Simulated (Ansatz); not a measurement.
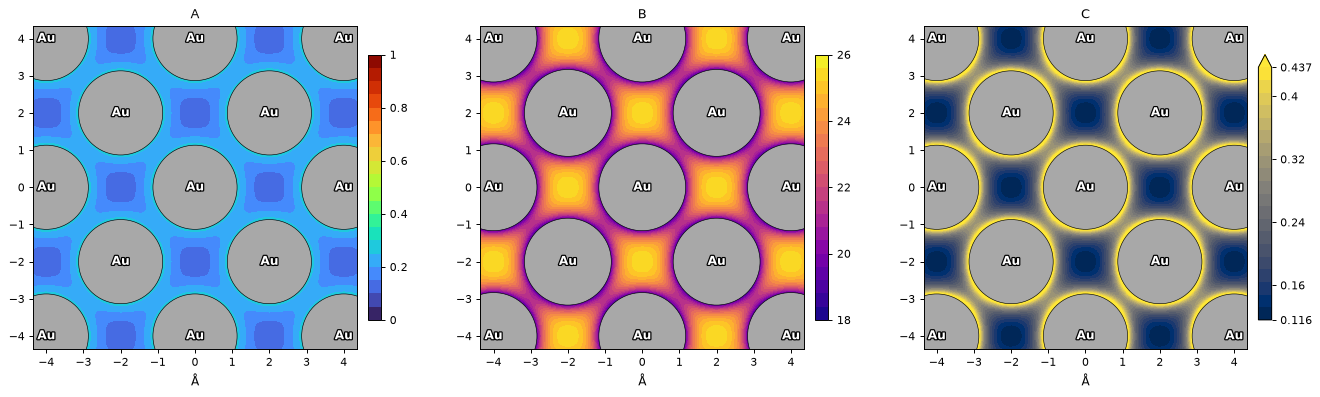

Au: 3 fields on the (010) plane of the conventional cell, with unlabelled colour scales. Grey discs cover the atomic cores.

Space group Fm-3m; changed on purpose from its base cell (volume × 0.94); computed pressure about 13 GPa in this cell; computed without spin polarisation.

The calculation used Ansatz, DFT PBEsol, scalar-relativistic, plane waves, PAW.

```
Au
1.0
     4.00036    0.00000    0.00000
     0.00000    4.00036    0.00000
     0.00000    0.00000    4.00036
Au
4
Direct
  0.00000 0.00000 0.00000
  0.50000 0.50000 0.00000
  0.50000 0.00000 0.50000
  0.00000 0.50000 0.50000
```

Which field does each panel show? The fields are: electron localisation function, electrostatic potential energy of an electron and valence pseudo-density.

Answer. Panel A: electron localisation function. Panel B: electrostatic potential energy of an electron (low next to the atoms, rising into the space between them). Panel C: valence pseudo-density. From the grid: Au–Au (2.83 Å): ρ is about 0.31 e/Å³ halfway; the ELF is about 0.20 at the midpoint; no shared electron pair shows on this line.
